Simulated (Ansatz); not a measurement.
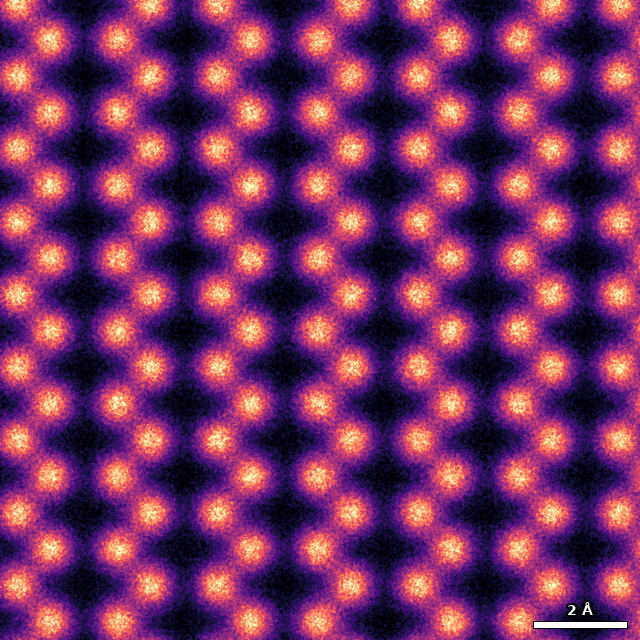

Dark-field STEM-like image of Co (P6_3/mmc, No. 194). Simulation: incoherent imaging, intensity Z^1.6 per atom, probe width 0.76 Å, thin sample. The probe carries 15 % of its weight in a tail 2.5 times as wide. Shot noise was added. Structure: a calculation's starting geometry; the starting structure was generated, so it need not be a known form of this composition.

```
Co
1.0
     2.53196    0.00000    0.00000
    -1.26598    2.19274    0.00000
     0.00000    0.00000    4.09059
Co
2
Direct
  0.33333 0.66667 0.75000
  0.66667 0.33333 0.25000
```

Q: Along which zone axis is the crystal seen: [201], [100], [001] or [102]? (Directions equivalent by symmetry count as one.)

A: [201]. The projected cells are 1.59 × 2.33 Å, 110° for [201]; 2.19 × 4.09 Å, 90° for [100]; 2.53 × 2.53 Å, 120° for [001]; 1.21 × 2.19 Å, 90° for [102], and the image repeats as the [201] one does.
